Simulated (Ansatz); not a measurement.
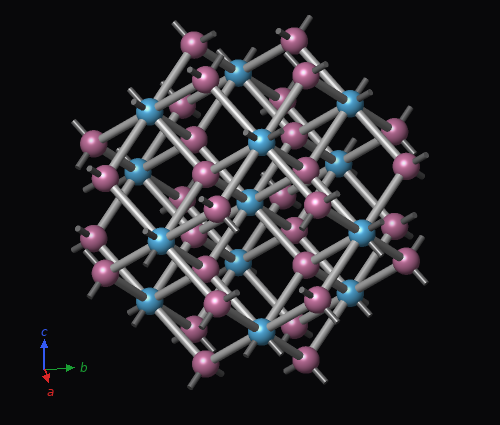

The picture shows a finite piece of the underlying net of a crystal structure, nodes on the atoms' positions. Nodes are coloured by topological kind. Edges to nodes outside the piece are drawn as stubs.

Describe the net.

Answer. A binodal (4,8)-connected, three-periodic net. It is the flu net, known from fluorite.

Give point symbol and coordination sequence of each kind of node.

Answer. 4-connected node: 4^6, sequence 4, 22, 24, 82, 64, 182; 8-connected node: 4^12.6^12.8^4, sequence 8, 12, 48, 42, 128, 92.

Where the net comes from. Li2S (space group Fm-3m, No. 225): the geometry relaxed with DFT, PBEsol, plane waves, PAW (Ansatz 0.2.0). Bonds are taken as Li–S below 2.8 Å; no other contact counts. Atoms with one bond or none are removed and atoms with two bonds are replaced by edges, until no such atom is left. Li is a 4-connected node; S is an 8-connected node, in the ratio 2:1.
